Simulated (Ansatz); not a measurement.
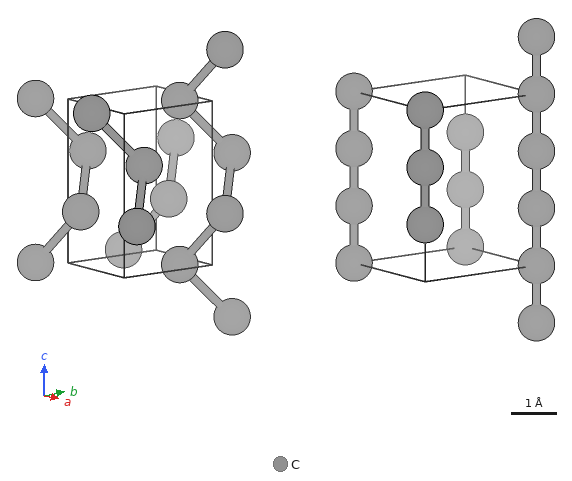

Two geometries of a crystal of C (built on the trigonal selenium_152 type) (coarse preliminary run), drawn at one scale. One is the start of a relaxation, the other its converged end. A ball-and-stick model of the cell of the calculation, seen slightly off an axis.

All numbers below come from Ansatz 0.2.0, DFT PBE, scalar-relativistic, plane waves, PAW. (plane-wave cutoff 420 eV; k-point mesh 6 × 6 × 6; occupations gaussian; smearing width 0.1 eV; no spin polarisation; cell and atoms relaxed; force threshold 0.04 eV/Å; at most 70 steps)

Question: Which of the two is the end point?

Answer: The right one is the relaxed one. Case: trigonal selenium type (P3_121, No. 152). The largest moves relative to the cell, 0.92 Å, are those of C atoms. Cell: a = b 3.239 → 4.096 Å (+26.5 %), c 3.675 → 3.844 Å (+4.6 %). Volume +67.3 %. Some distances before and after: C–C 1.760 → 1.281 Å. Among the angles between lasting bonds that change: C–C–C 103.1° → 180.0°. The space group (tolerance 0.01 Å) goes from P3_121 (No. 152) to P6/mmm (No. 191). Over 15 accepted moves (19 points after the start) the energy falls by 2557 meV per atom. The largest force component goes from 3.7 to 0.00027 eV/Å. Pressure: −44.08 GPa at the start and 0.16 GPa at the end. The line search rejected the trial step at point 9 of the run. The SCF was repeated 3 times at an unchanged geometry on a basis and grid sized afresh for the cell, which shifted the energy by 28.0 meV per atom at most. The run took about 40 core-seconds on a shared host.
